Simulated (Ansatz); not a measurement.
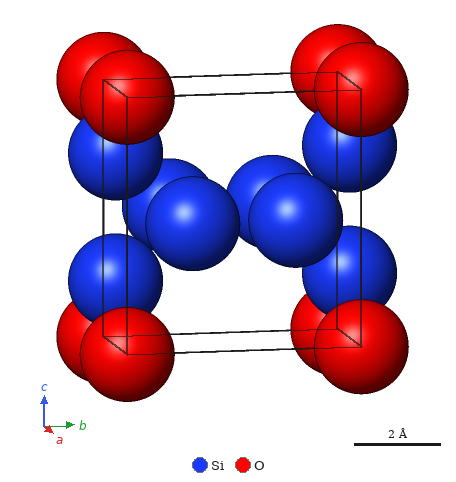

This space-filling model is shown slightly off an axis. One conventional unit cell is framed, with atoms on its boundary repeated. Cell: a = 2.68 Å, b = 5.58 Å, c = 6.08 Å, α = 90.00°, β = 90.00°, γ = 90.00°.

The initial geometry was a random cell made by a generator, so it need not be a real form of the compound. Earlier steps of the study, as a rule a relaxation of our own, may have changed the cell and positions, so they can lie some per cent off the listed ones. It went into a calculation with Ansatz.

Caption:

Formula: Si4O. The space group is Pmmm (No. 47); the lattice is primitive orthorhombic. Atoms per cell: 5 (4 Si, 1 O).

The calculation used DFT PBE, scalar-relativistic, plane waves, PAW in Ansatz, with wavefunction cutoff 420 eV, k-points about 0.17 Å⁻¹ apart, Gaussian smearing of 0.1 eV, no spin polarisation.

Predict the gap.

A metal: bands cross the Fermi level.

What net charge does each kind of atom have (Bader)?

Si -0.01 to +0.78 e; O -1.55 e.

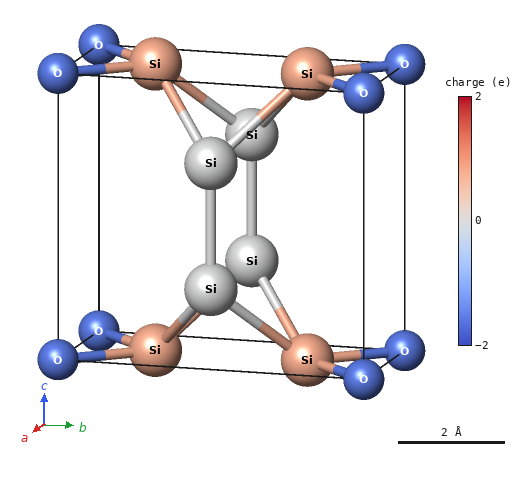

The atoms coloured by those charges. The run's cell of 5 atoms is drawn, so axes and origin can differ from the first picture.

Does the calculation find this structure at rest?

Yes. All forces vanish to within 0.01 eV/Å. The pressure is 0.0 GPa, close to zero.
